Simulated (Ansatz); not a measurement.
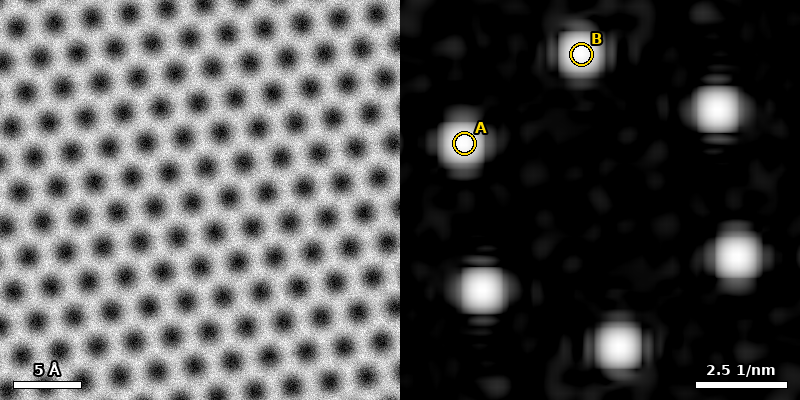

Phase-contrast TEM-like image of a crystal. Simulated in the weak-phase-object approximation with neutral-atom potentials: 300 kV, Cs = 0.60 mm, defocus −412 Å (negative is underfocus), defocus spread 30 Å, aperture 0.58 1/Å. Shot noise was added.

The right panel is the modulus of the image's Fourier transform on a logarithmic scale.

**Which lattice spacings do the marked spots stand for, and what angle do A and B enclose?**

A: 2.4 Å, B: 2.4 Å; A and B enclose about 60°.

The crystal is Ta (P6/mmm, No. 191) along [001]; the spots are (-1 -1 0) and (-2 1 0). Structure: coordinates from a relaxation with DFT, RPBE, plane waves (420 eV) with PAW, scalar-relativistic in Ansatz; the starting structure was generated, so it need not be a known form of this composition.
